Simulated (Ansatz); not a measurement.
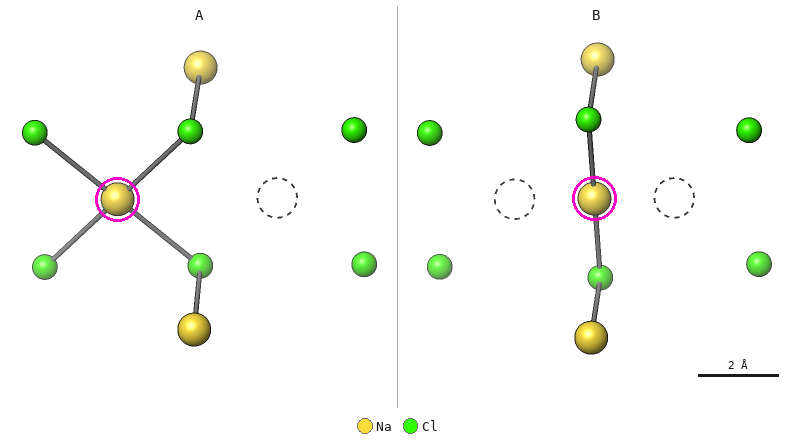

A vacancy jump of sodium in NaCl (Fm-3m phase), in a cell of charge −1 (on a uniform background) with 15 atoms, whose images lie 8.1 Å apart. One frame is the relaxed vacancy; in the other the neighbouring Na atom (ringed) was set half-way along its jump of 4.03 Å and all atoms were relaxed in the symmetry of that start. Dashed circles mark empty sites. Style: ball-and-stick. Shown: the slice 3.8 Å thick through the jump, out to 4.8 Å from its middle, across the jump.

Level of theory: Ansatz, DFT PBE, scalar-relativistic, plane waves, PAW. Settings: plane-wave cutoff 420 eV; k-point mesh 4 × 4 × 4; occupations gaussian; smearing width 0.05 eV; no spin polarisation; atoms relaxed in a fixed cell; force threshold 0.02 eV/Å.

Question: Which frame is the half-way one, and how far apart are the two in energy?

Answer: Frame B is the half-way start after relaxation. It lies 0.72 eV above the relaxed vacancy. The atom stays half-way, on the straight line. The symmetry of the start was kept and can hold it there, so for a path with one hump at the middle this is the barrier or an upper bound to it. There it has 2 Cl as nearest neighbours, the closest at 2.43 Å. The gap on the mesh is 4.89 eV with the relaxed vacancy and 4.72 eV half-way.

Limits of the set-up: the periodic images lie only 8.1 Å apart, so the values are limited by the cell's size; the cell is charged, on a uniform background, and energies carry no finite-size correction.
